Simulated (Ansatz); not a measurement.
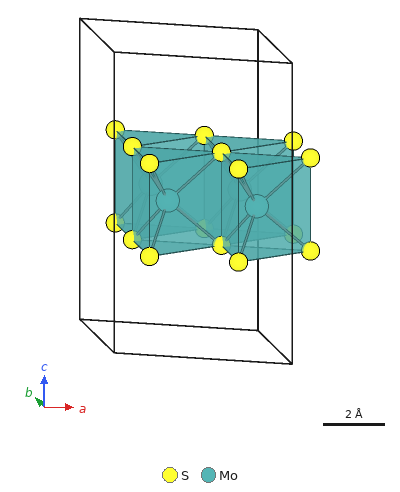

**Figure 1.** The input geometry (polyhedral view of the 2 × 2 repeat of the cell, with the vacuum cut short, seen slightly off an axis; polyhedra are completed across the faces of the cell).

## Run report: MoS2, geometry relaxation

The run: geometry relaxation of MoS2 (slab, 3 atoms in the cell). Method and program: DFT PBE+D3(BJ), scalar-relativistic, plane waves, PAW, no spin polarisation (Ansatz 0.2.0).

The structure derives from an entry of the Crystallography Open Database.

## Log
```
Warning: output.stress: scf.convergence.dr2_threshold = 9e-9 eV (the default of a walk held to its f_tol) is looser than the 3e-10 eV advised for a printed stress (1e-10 eV for each atom of the cell: 3). What an SCF threshold leaves in a stress goes as its square root, and in the free energy as the threshold itself, and one threshold admits the most on a small cell: of the crystals measured, under no hybrid functional and no lock of the moments, on runs that ended without the residual-converged pass, on stresses that held no estimate of that error, the worst erred by over 100 MPa in a component at 1e-7 eV an atom and by under 5 at 1e-10. Every solve of this run answers to scf.convergence.dr2_threshold, and the tensor of one is reported: a single SCF on the reported geometry and on this run's grids (its basis.xc_grid and basis.ecutrho_ratio typed), with scf.convergence.dr2_threshold at 3e-10 eV or tighter, prints it and tightens no other solve. Else set scf.convergence.dr2_threshold to 3e-10 eV or tighter. The threshold is an SCF's pass mark: one that does not reach it within its budget of iterations ends unconverged, or closes short of it on a stop that the run arms, and scf.convergence.dr2_threshold's page says what that costs each kind of run
Engine: ansatz 0.2.0, x86_64-unknown-linux-gnu
Pseudopotentials: kind: paw
Pseudopotential: S, paw, valence charge 6, recommended cutoff 420 eV (normal), S.paw.azcp
Pseudopotential: Mo, paw, valence charge 14, recommended cutoff 420 eV (normal), Mo.paw.azcp
Functional definition: PBE
  parameter kappa = 0.804
  parameter beta = 0.06672455060314922
  exchange = pbe_x(kappa = kappa, mu = beta*pi^2/3)
  correlation = pbe_c(beta = beta)
Crystal: 3 atoms, lattice volume = 275.763 Å³
Basis set: ecut = 420 eV, 5323 PW (Γ), exchange–correlation on 48×48×432 points (8 copies of the dense FFT grid, shifted against one another)
Bands: 17, of which v1, the nominal top of the filled ones, is band 13 counted from 1 (12 counted from 0)
Symmetry: 4 space group operations
Space group: Amm2 (ITA 38), of the structure as read, at distance tolerance 6.5e-5 Å
k-points: 43 of 144 (time reversal used)
Non-local potential: S, projectors of the file, l = 0: 2, l = 1: 2, l = 2: 2
Non-local potential: Mo, projectors of the file, l = 0: 3, l = 1: 2, l = 2: 2, l = 3: 1
PAW form: soft (Blöchl's): semilocal exchange-correlation on the pseudo side does not see the compensation charge
PAW one-centre angular grid: S, 110 points (default); XC on 64 Gauss nodes
PAW one-centre angular grid: Mo, 590 points (default); XC on 64 Gauss nodes
Initial density: superposition of atomic densities (neutral atoms: chi_scale 0, normalization atom), corrected by the library's trained network
Initial wavefunctions: pseudopotential atomic-orbital guess
Functional: x = pbe(κ = 0.804, μ = 0.2195149727645171), c = pbe(β = 0.06672455060314922)
SCF iter   1: F=—  HF=-6763.752425 eV  |F-HF|=—  |Δ(HF+E_count)|=         —  Δρ=2.47e-3  dr2=6.66e-3  ethr=1.77e-3  ⟨swp⟩=16.7  Hψ=7959  notcnv=0
preconditioner: auto → Resta (q_TF=auto, 1.841 Å⁻¹)  ε∞=2.4  [insulator: Δε(μ)=1.817 eV  Ē_g=8.162 eV  σ=0.020 eV  W_gap=1.00  n_scr=18 (ndim 8)  ℏωp=9.5 eV  f_vac=0.780  D(μ)=0.00/eV (n_scr^D=0)  ε∞_Penn≈2.4  vacuum switching on, ρ_ref=4.8e-3 e/Å³]
SCF iter   2: F=—  HF=-6763.758778 eV  |F-HF|=—  |Δ(HF+E_count)|=   6.35e-3  Δρ=1.47e-3  dr2=4.23e-3  ethr=2.56e-5  ⟨swp⟩=3.8  Hψ=2387  notcnv=0
SCF iter   3: F=—  HF=-6763.760733 eV  |F-HF|=—  |Δ(HF+E_count)|=   1.95e-3  Δρ=9.54e-4  dr2=3.13e-3  ethr=1.63e-5  ⟨swp⟩=3.4  Hψ=1603  notcnv=0
SCF iter   4: F=—  HF=-6763.761368 eV  |F-HF|=—  |Δ(HF+E_count)|=   6.36e-4  Δρ=6.60e-5  dr2=1.27e-5  ethr=1.20e-5  ⟨swp⟩=2.7  Hψ=1241  notcnv=0
SCF iter   5: F=—  HF=-6763.761372 eV  |F-HF|=—  |Δ(HF+E_count)|=   3.94e-6  Δρ=3.15e-5  dr2=2.59e-6  ethr=4.90e-8  ⟨swp⟩=3.9  Hψ=1894  notcnv=0
SCF iter   6: F=—  HF=-6763.761374 eV  |F-HF|=—  |Δ(HF+E_count)|=   1.81e-6  Δρ=7.08e-6  dr2=2.82e-7  ethr=9.97e-9  ⟨swp⟩=3.0  Hψ=1400  notcnv=0
SCF iter   7: F=-6763.761374 eV  HF=-6763.761374 eV  |F-HF|=9.40e-9  |Δ(HF+E_count)|=   6.44e-8  Δρ=1.82e-6  dr2=8.60e-9  ethr=8.65e-10  ⟨swp⟩=18.7  Hψ=8548  notcnv=0
SCF 1 converged in 7 iterations: F = -6763.761374 eV  dr2 = 8.60e-9
  greatest PAW one-centre occupation: 0.998 electrons in one spin orbital (limit 2), on the Mo atom at site 1 (counted from 0), in its partial waves of l = 0
relax step   1: F+E_penalty+E_count = -6763.76137412 eV  Δ(F+E_penalty+E_count) = +0.000e0 eV  max|allowed force component| = 8.546e-2 eV/Å  Δτ_max = 0.0000 Å  (7 SCF iters, dr2 threshold 2.25e-7 eV, accepted)
Initial density: handed on by an earlier stage of this run
Initial wavefunctions: those handed on with the density
iter 1 solved again at ethr=9.05e-7 eV; its pass at ethr=3.10e-3 eV (dr2=2.35e-4 eV) is discarded
SCF iter   1: F=—  HF=-6763.761812 eV  |F-HF|=—  |Δ(HF+E_count)|=         —  Δρ=2.46e-4  dr2=2.35e-4  ethr=9.05e-7  ⟨swp⟩=3.1  Hψ=3268  notcnv=0
preconditioner: auto → Resta (q_TF=auto, 1.841 Å⁻¹)  ε∞=2.4  [insulator: Δε(μ)=1.829 eV  Ē_g=8.150 eV  σ=0.020 eV  W_gap=1.00  n_scr=18 (ndim 8)  ℏωp=9.5 eV  f_vac=0.780  D(μ)=0.00/eV (n_scr^D=0)  ε∞_Penn≈2.4  vacuum switching on, ρ_ref=4.8e-3 e/Å³]
SCF iter   2: F=—  HF=-6763.761795 eV  |F-HF|=—  |Δ(HF+E_count)|=   1.68e-5  Δρ=1.85e-4  dr2=2.28e-4  ethr=9.03e-7  ⟨swp⟩=2.7  Hψ=1285  notcnv=0
SCF iter   3: F=—  HF=-6763.761764 eV  |F-HF|=—  |Δ(HF+E_count)|=   3.09e-5  Δρ=8.68e-5  dr2=1.81e-5  ethr=8.79e-7  ⟨swp⟩=2.7  Hψ=1046  notcnv=0
SCF iter   4: F=—  HF=-6763.761762 eV  |F-HF|=—  |Δ(HF+E_count)|=   2.22e-6  Δρ=2.11e-5  dr2=1.37e-6  ethr=6.96e-8  ⟨swp⟩=3.3  Hψ=1479  notcnv=0
SCF iter   5: F=-6763.761762 eV  HF=-6763.761762 eV  |F-HF|=2.85e-8  |Δ(HF+E_count)|=   1.34e-7  Δρ=5.02e-6  dr2=7.15e-8  ethr=1.76e-9  ⟨swp⟩=19.3  Hψ=8900  notcnv=0
SCF 2 converged in 5 iterations: F = -6763.761762 eV  dr2 = 7.15e-8
relax step   2: F+E_penalty+E_count = -6763.76176186 eV  Δ(F+E_penalty+E_count) = -3.877e-4 eV  max|allowed force component| = 3.331e-2 eV/Å  Δτ_max = 0.0063 Å  (5 SCF iters, dr2 threshold 4.56e-7 eV, accepted)
SCF iter   1: F=—  HF=-6763.761842 eV  |F-HF|=—  |Δ(HF+E_count)|=         —  Δρ=6.55e-5  dr2=1.85e-5  ethr=6.66e-7  ⟨swp⟩=2.9  Hψ=2156  notcnv=0
preconditioner: auto → Resta (q_TF=auto, 1.841 Å⁻¹)  ε∞=2.4  [insulator: Δε(μ)=1.823 eV  Ē_g=8.153 eV  σ=0.020 eV  W_gap=1.00  n_scr=18 (ndim 8)  ℏωp=9.5 eV  f_vac=0.781  D(μ)=0.00/eV (n_scr^D=0)  ε∞_Penn≈2.4  vacuum switching on, ρ_ref=4.8e-3 e/Å³]
SCF iter   2: F=—  HF=-6763.761823 eV  |F-HF|=—  |Δ(HF+E_count)|=   1.94e-5  Δρ=5.21e-5  dr2=1.90e-5  ethr=7.10e-8  ⟨swp⟩=3.5  Hψ=1869  notcnv=0
SCF iter   3: F=—  HF=-6763.761820 eV  |F-HF|=—  |Δ(HF+E_count)|=   2.60e-6  Δρ=2.05e-5  dr2=1.41e-6  ethr=7.10e-8  ⟨swp⟩=2.6  Hψ=1042  notcnv=0
SCF iter   4: F=-6763.761820 eV  HF=-6763.761820 eV  |F-HF|=3.91e-8  |Δ(HF+E_count)|=   1.90e-7  Δρ=4.93e-6  dr2=6.52e-8  ethr=2.67e-10  ⟨swp⟩=16.3  Hψ=9361  notcnv=0
SCF 3 converged in 4 iterations: F = -6763.761820 eV  dr2 = 6.52e-8
relax step   3: F+E_penalty+E_count = -6763.76182011 eV  Δ(F+E_penalty+E_count) = -5.825e-5 eV  max|allowed force component| = 2.311e-3 eV/Å  Δτ_max = 0.0017 Å  (4 SCF iters, dr2 threshold 6.93e-8 eV, accepted)
iter 1 solved again at ethr=2.30e-10 eV; its pass at ethr=3.10e-3 eV (dr2=5.98e-8 eV) is discarded
SCF iter   1: F=—  HF=-6763.761829 eV  |F-HF|=—  |Δ(HF+E_count)|=         —  Δρ=4.81e-6  dr2=5.96e-8  ethr=2.30e-10  ⟨swp⟩=1.0  Hψ=2494  notcnv=0
preconditioner: auto → Resta (q_TF=auto, 1.841 Å⁻¹)  ε∞=2.4  [insulator: Δε(μ)=1.823 eV  Ē_g=8.154 eV  σ=0.020 eV  W_gap=1.00  n_scr=18 (ndim 8)  ℏωp=9.5 eV  f_vac=0.781  D(μ)=0.00/eV (n_scr^D=0)  ε∞_Penn≈2.4  vacuum switching on, ρ_ref=4.8e-3 e/Å³]
SCF iter   2: F=—  HF=-6763.761820 eV  |F-HF|=—  |Δ(HF+E_count)|=   8.88e-6  Δρ=2.94e-6  dr2=5.37e-8  ethr=2.29e-10  ⟨swp⟩=3.3  Hψ=1601  notcnv=0
SCF iter   3: F=-6763.761820 eV  HF=-6763.761820 eV  |F-HF|=3.50e-9  |Δ(HF+E_count)|=   5.76e-9  Δρ=1.88e-6  dr2=8.88e-9  ethr=3.46e-11  ⟨swp⟩=12.8  Hψ=7470  notcnv=0
SCF 4 converged in 3 iterations: F = -6763.761820 eV  dr2 = 8.88e-9
relax step   4: F+E_penalty+E_count = -6763.76182014 eV  Δ(F+E_penalty+E_count) = -2.842e-8 eV  max|allowed force component| = 2.311e-3 eV/Å  Δτ_max = 0.0000 Å  (3 SCF iters, accepted)
```

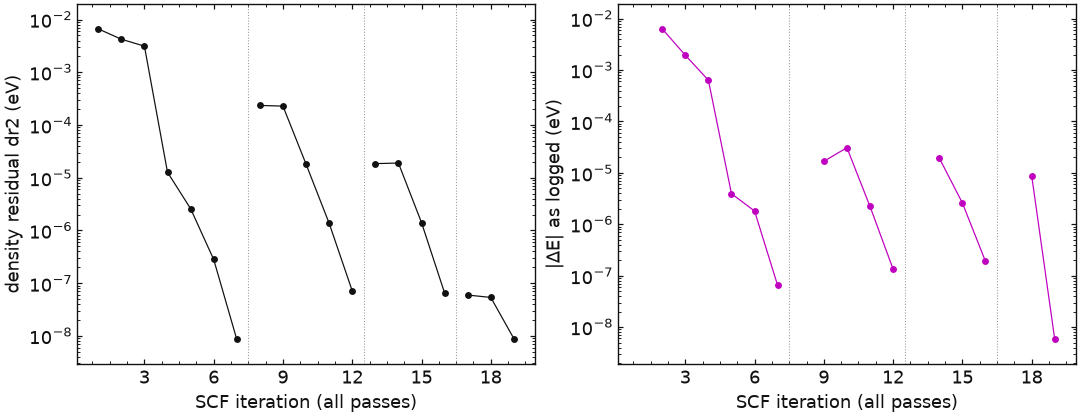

**Figure 2.** Convergence of the self-consistent field: density residual dr2 and size of the energy change against the SCF iteration. The dotted lines part the SCF passes of the relaxation: geometry steps, rejected trials and re-solves on a re-selected basis. The passes take 7, 5, 4 and 3 iterations.

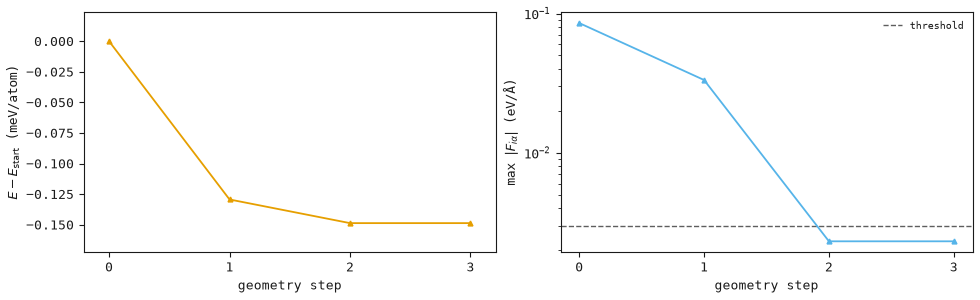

**Figure 3.** Progress of the relaxation, step by step (the first geometry is step 0 here and step 1 in the log). Over 3 geometry steps the energy falls by 0.1 meV per atom. Largest force component: 0.085 eV/Å at the start, 0.0023 eV/Å at the end. The largest moves, 0.005 Å, are those of S1 and S3. Largest moves by element: S 0.005 Å, Mo 0.002 Å. The lattice vectors keep their values. (Atoms are counted from 1 in the order of the input.)

```
SCF converged after 3 iterations
Free energy (F): -6763.761820 eV
Harris-Foulkes:  -6763.761820 eV  (|F-HF|=3.50e-9)
Internal energy: -6763.761820 eV  (E = F + TS)
E sigma→0 (E₀):  -6763.761820 eV
Fermi energy:    -4.988712 eV
--- Per-component energies (eV) ---
  E_band       = -575.607741
  E_kinetic    = 656.678041
  E_local      = -49245.132450  (includes V_loc(G=0)·N_el)
  E_nonlocal   = 199.166203
  E_hartree    = 24186.162336
  E_xc         = -378.703179
  E_vxc        = -405.245944  (∫ρ·V_xc dr)
  E_paw        = -4401.575612  (= ΣΔE_a)
  E_vpaw       = -153.397265  (= ΣTr[D̂ρ^β])
  E_aug_tail   = 0.000038  (compensation charges beyond the density's cutoff)
  E_ewald      = 22220.607051
  E_disp       = -0.964249  (pairwise vdW)
  E_smearing   = -0.000000  (= −TS)
  E_closure    = -0.000000  (closes the sum)
  Σ components = -6763.761820   (vs F -6763.761820, Δ=0.00e0)
--- Forces (eV/Å), atoms counted from 1 ---
  atom   1  S     -0.00000000     0.00115526     0.00044777
  atom   2  Mo     0.00000000    -0.00231114     0.00000000
  atom   3  S     -0.00000000     0.00115526    -0.00044777
  max |Σ_I F_I| component: 6.13e-7 eV/Å
--- 2D stress c σ (N/m, compression-positive) ---
        1.127618       0.000000       0.000000
        0.000000       0.234824       0.000000
        0.000000       0.000000       0.000000
  P = ½ c Tr σ = 0.6812 N/m
--- Band table (eV; the first three rows and the last of 43) ---
  k-point 0: bands = ["-66.7301", "-40.8956", "-40.6457", "-40.6321", "-20.1110", "-18.8075", "-11.6197", "-8.5009", "-8.4104", "-7.8052", "-7.3507", "-7.2969", "-6.0349", "-3.0593", "-3.0121", "-2.8472", "-2.7731"]
  k-point 1: bands = ["-66.7273", "-40.8900", "-40.6745", "-40.6384", "-20.0040", "-18.7629", "-11.4974", "-8.7341", "-8.2986", "-8.2454", "-7.4644", "-7.0811", "-6.0764", "-3.1923", "-3.1517", "-2.8922", "-2.8314"]
  k-point 2: bands = ["-66.7193", "-40.8745", "-40.7523", "-40.6558", "-19.6993", "-18.6363", "-11.1895", "-9.2719", "-8.8978", "-7.9872", "-7.8584", "-7.0199", "-6.2873", "-3.6313", "-3.2422", "-3.1677", "-2.4201"]
  k-point 42: bands = ["-66.6851", "-40.9856", "-40.8198", "-40.8085", "-18.1336", "-17.9579", "-11.1224", "-10.9265", "-9.5157", "-9.2314", "-8.8313", "-7.5785", "-6.4283", "-3.6637", "-2.8899", "-2.8098", "-1.1891"]
--- Relaxed structure (4 steps of the walk, 4 accepted, 0 SCFs on fresh bases) ---
  F+E_penalty+E_count = -6763.76182014 eV   max|allowed force component| = 2.311e-3 eV/Å
  cell:  # Å, volume = 275.7628 Å³
    - [3.1290021559, 2.8636547049584978e-11, 0.0]
    - [-1.564501077975, 2.7316485437856817, 0.0]
    - [0.0, 0.0, 32.2630185773]
  atoms:
    - { symbol: S, position: [0.33348079509793965, 0.6669615901958796, 0.4512854890553323] }
    - { symbol: Mo, position: [0.6663717431541204, 0.33274348630824074, 0.5] }
    - { symbol: S, position: [0.33348079509793965, 0.6669615901958796, 0.5487145109446676] }
```

## Trajectory as extended XYZ (Å, eV, eV/Å), 4 frames, from step=1 to step=4
```
3
Lattice="3.1290 0.0000 0.0000 -1.5645 2.7316 0.0000 0.0000 0.0000 32.2630" Properties=species:S:1:pos:R:3:forces:R:3 step=1 energy=-6763.76137
S     0.0000    1.8211   14.5643    0.0000   0.0267  -0.0855
Mo    1.5645    0.9105   16.1315    0.0000  -0.0533   0.0000
S     0.0000    1.8211   17.6987    0.0000   0.0267   0.0855
3
Lattice="3.1290 0.0000 0.0000 -1.5645 2.7316 0.0000 0.0000 0.0000 32.2630" Properties=species:S:1:pos:R:3:forces:R:3 step=2 energy=-6763.76176
S     0.0000    1.8220   14.5581    0.0000  -0.0012   0.0333
Mo    1.5645    0.9088   16.1315    0.0000   0.0024   0.0000
S     0.0000    1.8220   17.7049    0.0000  -0.0012  -0.0333
3
Lattice="3.1290 0.0000 0.0000 -1.5645 2.7316 0.0000 0.0000 0.0000 32.2630" Properties=species:S:1:pos:R:3:forces:R:3 step=3 energy=-6763.76182
S     0.0000    1.8219   14.5598    0.0000   0.0012   0.0005
Mo    1.5645    0.9089   16.1315    0.0000  -0.0023   0.0000
S     0.0000    1.8219   17.7032    0.0000   0.0012  -0.0005
3
Lattice="3.1290 0.0000 0.0000 -1.5645 2.7316 0.0000 0.0000 0.0000 32.2630" Properties=species:S:1:pos:R:3:forces:R:3 step=4 energy=-6763.76182
S     0.0000    1.8219   14.5598    0.0000   0.0012   0.0004
Mo    1.5645    0.9089   16.1315    0.0000  -0.0023   0.0000
S     0.0000    1.8219   17.7032    0.0000   0.0012  -0.0004
```

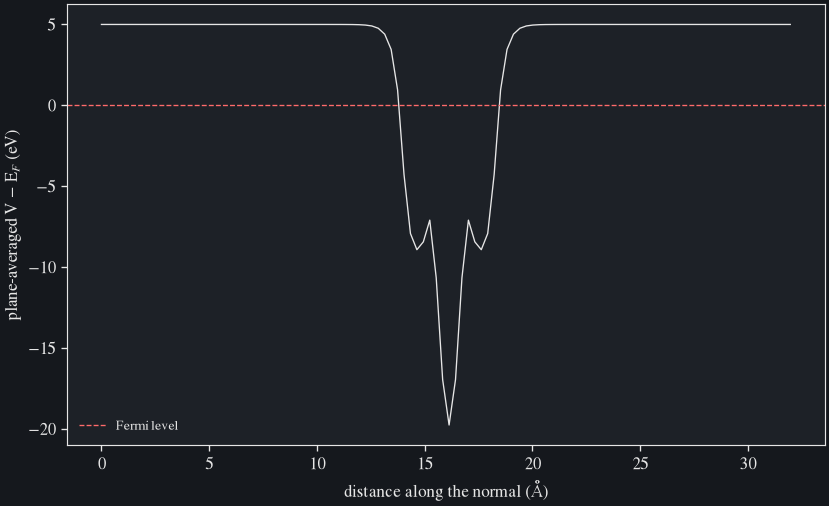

**Figure 4.** Plane average of the electrostatic potential energy of an electron across the cell, from the Fermi level. The vacuum level lies 4.99 eV above the Fermi level.

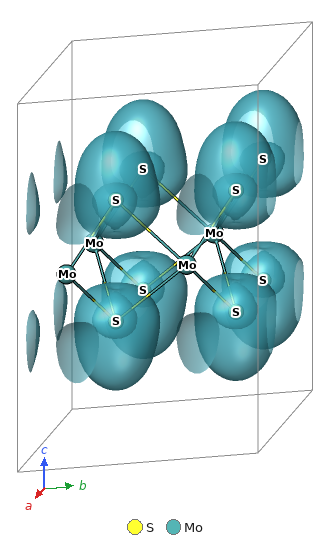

**Figure 5.** Isosurface of the electron localisation function at 0.7 (cyan), seen slightly off an axis. Only the valence region is drawn (cores and ρ < 0.01 e/Å³ removed). Sticks mark near contacts. Counts are for one cell; the picture repeats the cell along the surface.  Values along the shortest contacts: Mo–S (2.40 Å): the ELF is about 0.45 at the midpoint. Core electrons are frozen (PAW), so the fields are smoothed inside the atomic spheres.

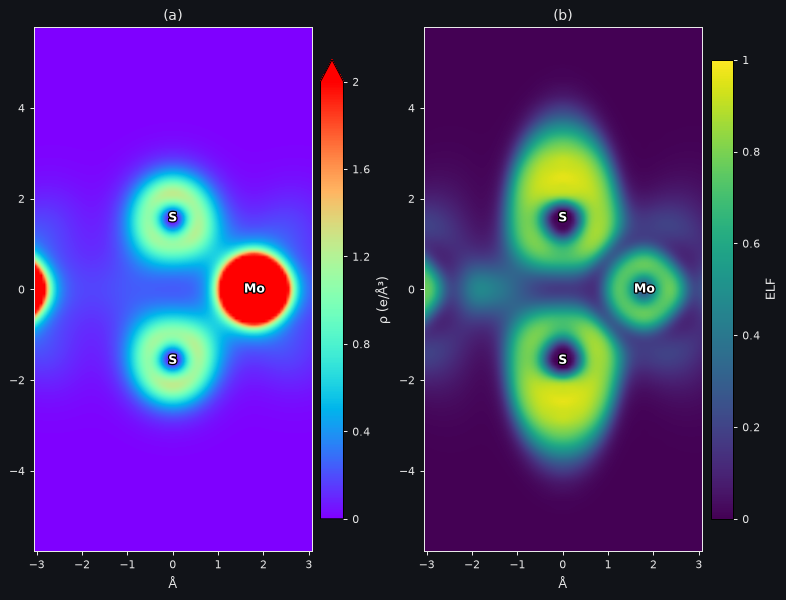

**Figure 6.** (a) valence charge density (pseudo); (b) electron localisation function on the (110) plane of the calculation cell, a cut from vacuum to vacuum. The section cuts through S and Mo sites. Mo–S (2.40 Å): ρ is about 0.62 e/Å³ halfway; the ELF is about 0.45 at the midpoint. The density dies away to nearly zero in the vacuum. The strong features right at Mo lie inside the PAW spheres (semicore, d or f shells) and say nothing about bonding.

This output came from the following input.

## Input file
```yaml
crystal:
  lattice:
    - [3.1290021559, 0.0, 0.0]
    - [-1.564501078, 2.7316485438, 0.0]
    - [0.0, 0.0, 32.2630185773]
  atoms:
    - { symbol: S, position: [0.3333333333, 0.6666666667, 0.4514239523] }
    - { symbol: Mo, position: [0.6666666667, 0.3333333333, 0.5] }
    - { symbol: S, position: [0.3333333333, 0.6666666667, 0.5485760477] }
  periodic: [true, true, false]
basis:
  ecutwfc: 420
kpoints:
  mp_grid: { grid: [12, 12, 1] }
hamiltonian:
  xc: pbe
  dispersion: d3bj
scf:
  occupations: { method: gaussian, width: 0.02 }
output:
  forces: true
  stress: true
  eigenvalues: true
  write_density: true
  write_potential: true
  elf: true
  volumetric_format: npy
relax:
  adjacent_minimum: "off"
  f_tol: 0.003
  max_steps: 40
```

Launch command:
```bash
ansatz run input.yaml --threads 1 --pin off --max-ram 2560MiB --backend cpu --events-out ev --progress --plain --runs-dir out
```

## Summary

```json
{"quantity": "outcome", "value": "converged"}
{"quantity": "electrons treated", "value": "26"}
{"quantity": "free energy", "value": "−6763.7618 eV"}
{"quantity": "work function, top face", "value": "4.99 eV"}
{"quantity": "work function, bottom face", "value": "4.99 eV"}
{"quantity": "Fermi energy", "value": "−4.989 eV"}
{"quantity": "gap on the k-point mesh", "value": "1.82 eV"}
{"quantity": "final volume", "value": "275.76 Å³"}
{"quantity": "work function (upper face)", "value": "4.99 eV"}
{"quantity": "largest force (length of the vector) at the end", "value": "0.002 eV/Å"}
{"quantity": "hardware", "value": "1 thread of Intel Xeon @ 2.90GHz (Ice Lake), 192 GiB of memory available, shared host"}
{"quantity": "wall time", "value": "76 s"}
{"quantity": "peak memory", "value": "0.6 GiB"}
```

## Remarks

Warnings of the run: the SCF threshold is looser than advised for the printed stress.
